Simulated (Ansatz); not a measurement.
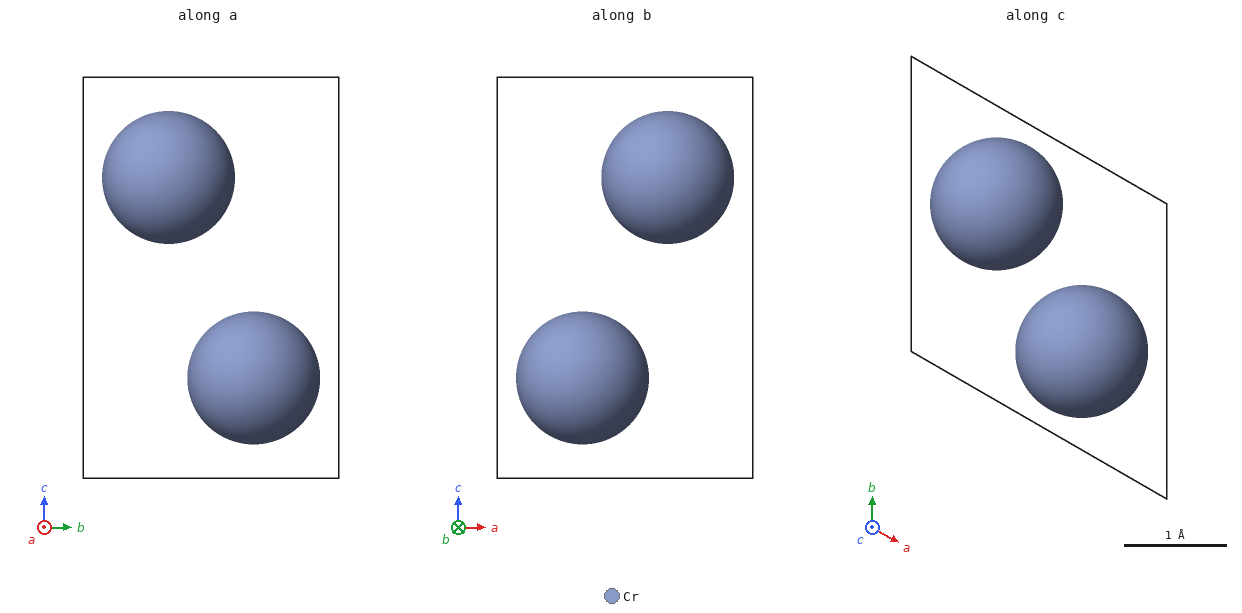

A spheres-only rendering, viewed along the a axis, along the b axis and along the c axis. The conventional unit cell is outlined; an atom on or near a face, edge or corner is repeated at each equivalent position.

Lattice parameters: a = 2.895 Å, b = 2.895 Å, c = 3.933 Å, α = 90.00°, β = 90.00°, γ = 120.00°.

Put the structure into a table of Wyckoff sites.

Answer. Space group P6_3/mmc (No. 194).
| atom | site | x | y | z |
| --- | --- | --- | --- | --- |
| Cr | 2c | 0.3333 | 0.6667 | 0.2500 |

It goes back to a structure type filled with this element by a generator (whether the element takes this form wasn't checked). Earlier steps of the study may have refined or changed the cell and positions. Ansatz was used for an electronic-structure calculation on it.
